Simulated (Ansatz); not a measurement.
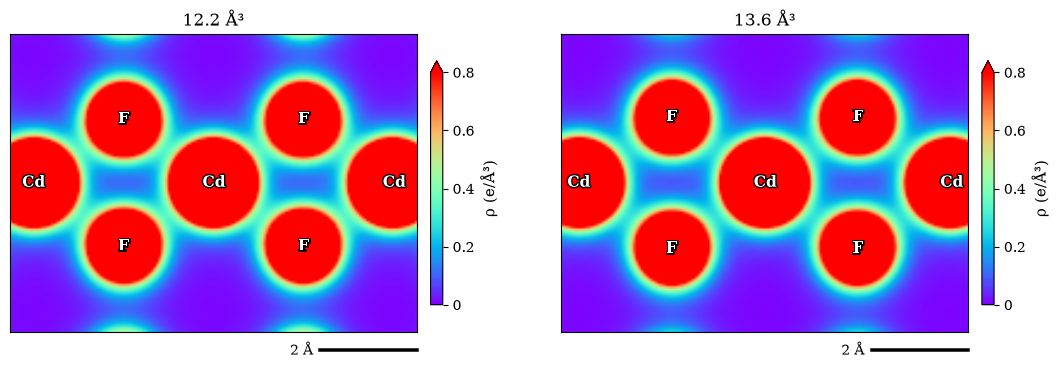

CdF2. The valence charge density (pseudo) of cells scaled evenly to different volumes (given per atom above each panel), on the (011̄) plane of each (indices in the axes of the cell below), at one length scale and on one colour scale.

Computed with Kohn-Sham DFT of a periodic cell, PBE, Ansatz PAW in Ansatz.

The largest cell:

```cif
data_structure
_symmetry_space_group_name_H-M 'P 1'
_symmetry_Int_Tables_number 1
_cell_length_a 3.8600
_cell_length_b 3.8600
_cell_length_c 3.8600
_cell_angle_alpha 60.000
_cell_angle_beta 60.000
_cell_angle_gamma 60.000
_cell_volume 40.67
loop_
_atom_site_label
_atom_site_type_symbol
_atom_site_fract_x
_atom_site_fract_y
_atom_site_fract_z
_atom_site_occupancy
Cd1 Cd 0.00000 0.00000 0.00000 1
F1 F 0.75000 0.75000 0.75000 1
F2 F 0.25000 0.25000 0.25000 1
```

| volume (Å³/atom) | Cd–F contact in the plane (Å) | ρ at its midpoint (e/Å³) | pressure (GPa) | gap on the mesh (eV) | 
| --- | --- | --- | --- | --- |
| 12.25 | 2.285 | 0.356 | 13.9 | 3.36 | 
| 13.03 | 2.333 | ? | ? | ? | 
| 13.56 | 2.364 | 0.294 | 1.2 | 2.99 | 

What values belong in the row with question marks?

Answer. Over the known rows ln ρ falls by 2.42 per Å of Cd–F distance (the line through the two), which gives 0.317 e/Å³ at 2.333 Å; the calculation gives 0.316 e/Å³. For the pressure, a straight line in volume between the neighbouring rows gives 6.3 GPa; the calculation gives 5.5, lower because pressure rises ever faster on compression. For the gap on the mesh, a straight line in volume between the neighbouring rows gives 3.14 eV; the calculation gives 3.13.
